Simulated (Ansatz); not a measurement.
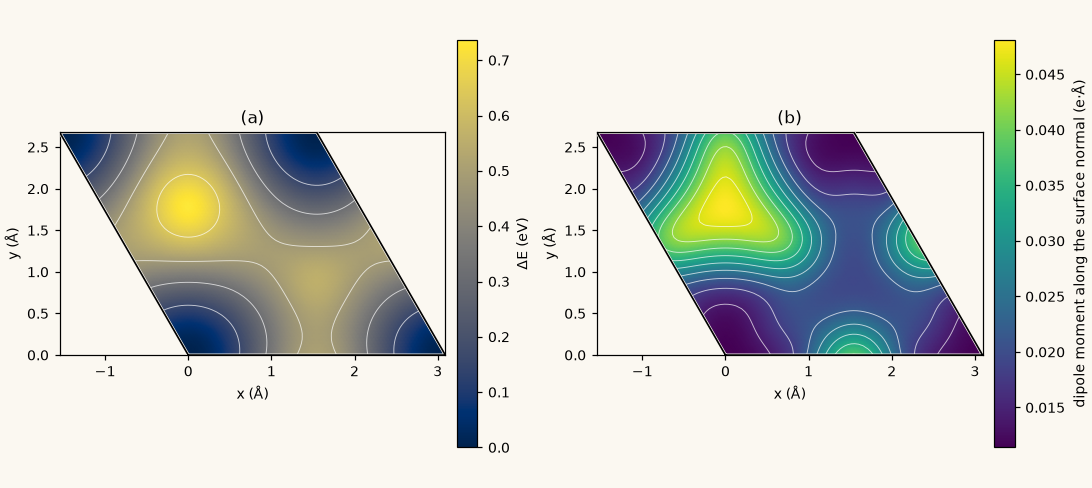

Si on a SiC(001) slab cut from the P6_3mc phase, its upper half relaxed before the scan (8 atoms of substrate and one adsorbate in a 1 × 1 cell). Si is moved over the surface cell; relaxed at each place: the height of the adsorbate's atoms; substrate rigid; the origin of the map has the adsorbate above Si8. Places are given modulo a cell vector. The map is drawn in real space over the plane of the surface. Grid: 6 × 6 points; 10 points were computed and 26 follow by symmetry. Energies are in eV, from the lowest grid point. With one adsorbate in each 1 × 1 cell, its nearest image is 3.1 Å away, so neighbouring adsorbates interact. These are results of DFT PBE, scalar-relativistic, plane waves, PAW (Ansatz 0.2.0), not measurements. Settings: cutoff 420 eV, k-mesh 9×9×1, gaussian smearing 0.05 eV, spin-polarised.

Panel (a) is the energy; panel (b) is the computed dipole moment along the surface normal, in e·Å.

In the figure: a smooth colour map with a few white contour lines, the outline of one cell of the plane. Between grid points the surface is interpolated.

### How does the dipole moment along the surface normal vary over the map, and what is it at the lowest grid point?

It runs from 0.01 e·Å at the top site over a surface Si atom, (0/6, 0/6) of the cell vectors to 0.05 e·Å at a threefold hollow over a second-layer C atom, (2/6, 4/6) of the cell vectors. At the lowest grid point, the top site over a surface Si atom, (0/6, 0/6) of the cell vectors, it is 0.01 e·Å.

| second ↓, first → | 0/6 | 1/6 | 2/6 | 3/6 | 4/6 | 5/6 |
| --- | --- | --- | --- | --- | --- | --- |
| 5/6 | 0.01 | 0.02 | 0.04 | 0.04 | 0.02 | 0.01 |
| 4/6 | 0.02 | 0.04 | 0.05 | 0.04 | 0.02 | 0.02 |
| 3/6 | 0.04 | 0.04 | 0.04 | 0.04 | 0.02 | 0.02 |
| 2/6 | 0.02 | 0.02 | 0.02 | 0.02 | 0.02 | 0.02 |
| 1/6 | 0.01 | 0.01 | 0.02 | 0.02 | 0.02 | 0.02 |
| 0/6 | 0.01 | 0.01 | 0.02 | 0.04 | 0.02 | 0.01 |

PAW datasets: the set soft_1.
